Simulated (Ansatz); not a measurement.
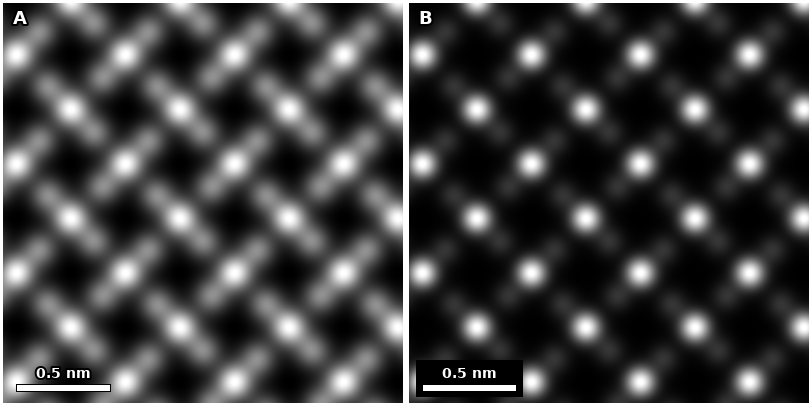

Two simulated images of the same area of MoS2 (P4_2/mnm, No. 136) along [001], with a probe of 1.26 Å. One is incoherent Z contrast (Z^1.7 per atom), the other the projected potential of neutral atoms blurred by the probe (iDPC-like, thin sample). Brightness is counted from the darkest point of the image. Model: the end point of a relaxation with DFT, PBE, PAW with Ansatz's default frozen-core files, scalar-relativistic (Ansatz 0.2.0); the starting structure was generated, so it need not be a known form of this composition.

Question: Which panel is which, and how can one tell?

Answer: B is the Z-contrast image and A the potential image. The columns of 1 S per repeat reach about 21 % of the brightest peak (1 Mo) in B but about 56 % in A, mainly since the potential grows much more slowly with atomic number.
